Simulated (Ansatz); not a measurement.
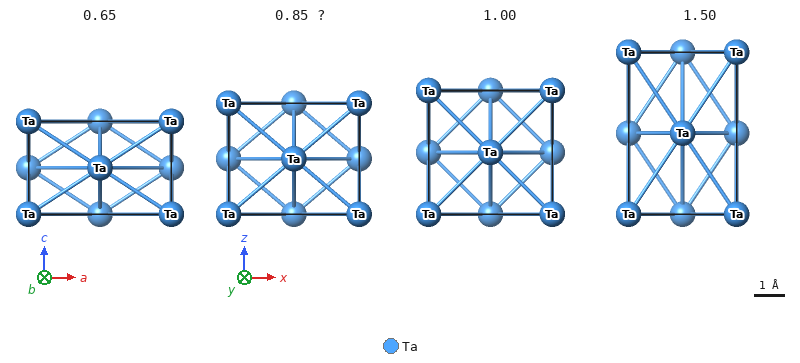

Solid Ta (Fm-3m): the ratio of the cell's length along z to its lengths across, counted as 1 for the reference, is changed at fixed volume (a tetragonal or Bain path), with the atoms kept at their fractional coordinates. x, y and z are the Cartesian axes of the input. The picture is a ball-and-stick view of the conventional cell (4 times the calculation's cell), seen along the b axis. Lengths and directions refer to the drawn axes.

Computed with DFT PBEsol, scalar-relativistic, plane waves, PAW in Ansatz 0.2.0. Set-up: plane-wave cutoff 420 eV; k-point mesh 28 × 28 × 28; occupations gaussian; smearing width 0.15 eV; no spin polarisation. Energies (free energies at the smearing named) are counted from the relaxed crystal.

```json
{"axial ratio over its reference value": "0.650", "energy change (meV/atom)": "−231"}
{"axial ratio over its reference value": "0.707", "energy change (meV/atom)": "−256"}
{"axial ratio over its reference value": "0.780", "energy change (meV/atom)": "−219"}
{"axial ratio over its reference value": "0.850", "energy change (meV/atom)": "?"}
{"axial ratio over its reference value": "0.920", "energy change (meV/atom)": "−45"}
{"axial ratio over its reference value": "0.960", "energy change (meV/atom)": "−10"}
{"axial ratio over its reference value": "1.000", "energy change (meV/atom)": "0"}
{"axial ratio over its reference value": "1.050", "energy change (meV/atom)": "−12"}
{"axial ratio over its reference value": "1.100", "energy change (meV/atom)": "−42"}
{"axial ratio over its reference value": "1.200", "energy change (meV/atom)": "−87"}
{"axial ratio over its reference value": "1.300", "energy change (meV/atom)": "−54"}
{"axial ratio over its reference value": "1.414", "energy change (meV/atom)": "93"}
{"axial ratio over its reference value": "1.500", "energy change (meV/atom)": "272"}
```

One row is withheld. What is its energy?

Answer. A straight line between the two neighbours gives −132 meV/atom. A cubic through the four nearest rows (0.707, 0.780, 0.920, 0.960) gives, with Lagrange weights, (−0.1370)(−256) + (0.5986)(−219) + (0.9231)(−45) + (−0.3847)(−10) = −134 meV/atom. The calculation gives −136 meV/atom, so the cubic is 2 meV/atom too high and the straight line 4 meV/atom too high, as the curve bends upwards here.

The whole profile:

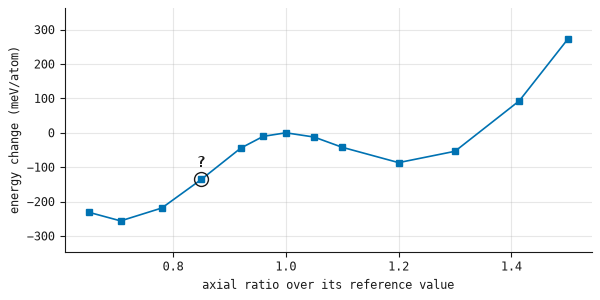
